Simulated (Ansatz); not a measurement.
# Si$_{4}$C$_{11}$ (amorphous cell): what the fields show

The calculation's input:

```
crystal:
  lattice:
    - [5.34516, 0.132581, 0.060533]
    - [0.12249, 5.621275, -0.116032]
    - [0.059993, -0.120522, 5.508838]
  atoms:
    - { symbol: C, position: [0.9673150513, 0.9249493438, 0.6871874897] }
    - { symbol: C, position: [0.254239486, 0.4543012131, 0.3907369109] }
    - { symbol: C, position: [0.6072371527, 0.0908003348, 0.1540719944] }
    - { symbol: C, position: [0.6508199063, 0.6744191256, 0.845207411] }
    - { symbol: C, position: [0.8431875432, 0.6862009687, 0.6450586441] }
    - { symbol: C, position: [0.3525910765, 0.110508996, 0.099879436] }
    - { symbol: C, position: [0.9356622215, 0.1436448174, 0.6002350174] }
    - { symbol: C, position: [0.7180696854, 0.6027114102, 0.4056933328] }
    - { symbol: C, position: [0.4165444847, 0.6407820054, 0.7532155072] }
    - { symbol: C, position: [0.4502589968, 0.5749118817, 0.4829331754] }
    - { symbol: C, position: [0.179299141, 0.3004513454, 0.1876252652] }
    - { symbol: Si, position: [0.0953794361, 0.424868134, 0.6977137421] }
    - { symbol: Si, position: [0.1792342839, 0.8611062731, 0.9469851152] }
    - { symbol: Si, position: [0.7769721652, 0.7928762599, 0.1358350121] }
    - { symbol: Si, position: [0.835416688, 0.2774720675, 0.3018752304] }
basis:
  ecutwfc: 420
kpoints:
  mp_grid: { grid: [6, 6, 6] }
hamiltonian:
  xc: pbe
scf:
  occupations: { method: gaussian, width: 0.1 }
  n_extra_bands: 8
output:
  forces: true
  stress: true
  eigenvalues: true
  populations: true
  dos:
    method: { smearing: { sigma: 0.1, scheme: gaussian } }
    projected: true
    de: 0.02
  write_density: true
  write_potential: true
  elf: true
  volumetric_format: npy
```

Launched as:

```sh
ansatz run input.yaml --threads 2 --pin off --max-ram 5120MiB --backend cpu --events-out ev --progress --plain --runs-dir out
```

The calculation used Ansatz, DFT PBE, scalar-relativistic, plane waves, PAW.

The density is the valence pseudo-density of a PAW calculation; it isn't the true density close to the nuclei.

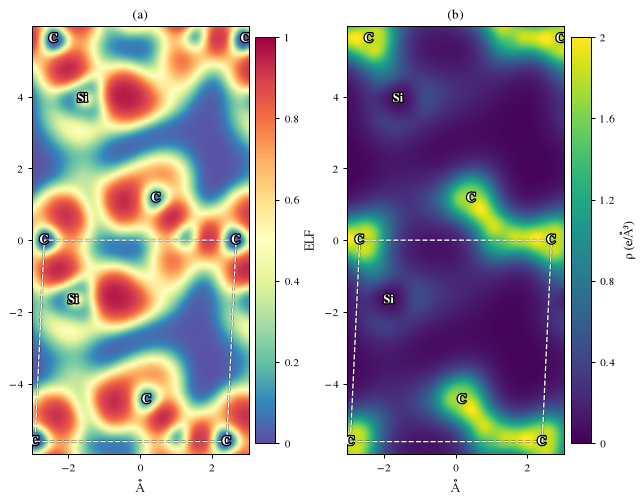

Figure 1. (a) electron localisation function; (b) valence electron density on the (001) plane of the calculation cell.

### What do the fields say about this system?

The plane passes through C and Si nuclei. Atoms just off the plane (C, 0.3 Å away and Si, 0.8 Å away) can leave unmarked features too. Between the atoms the lowest density in this plane is 0.02 e/Å³.

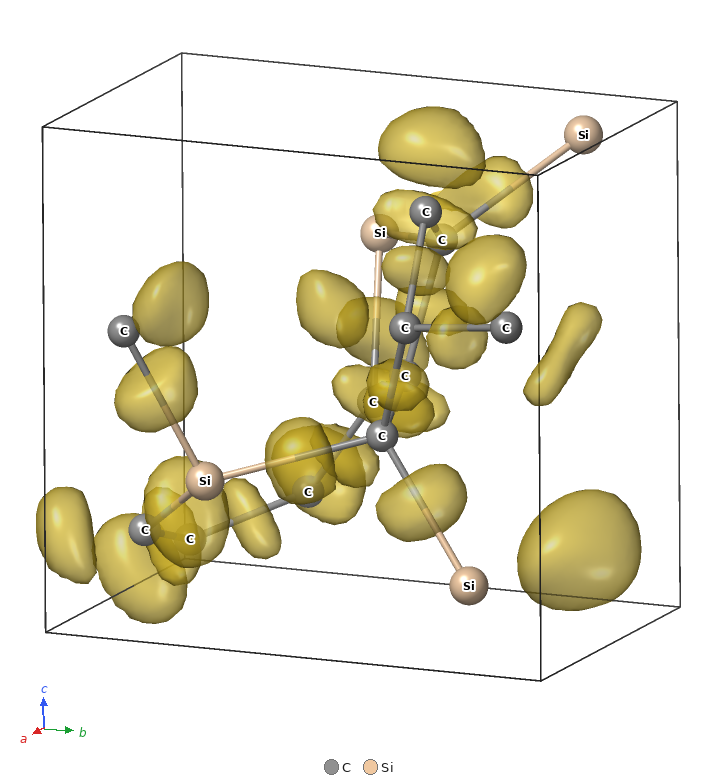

Figure 2. Isosurface of the ELF at 0.85 (yellow), seen slightly off an axis. Only the valence region is drawn (cores and ρ < 0.01 e/Å³ removed). Sticks mark near contacts.

### What do the ELF domains correspond to?

The ELF exceeds this value in eleven regions between bonded C–C atoms, 13 regions between bonded C–Si atoms and one region between bonded Si–Si atoms, counted in one cell of 15 atoms. Any copies at cell faces, edges or corners count once.


C–C (1.34 Å): the ELF peaks at about 0.90 between the atoms. Si–C (1.83 Å): the ELF peaks at about 0.95 between the atoms.

### Does the calculation give a band gap?

It is gapless in this calculation (a metal or semimetal).
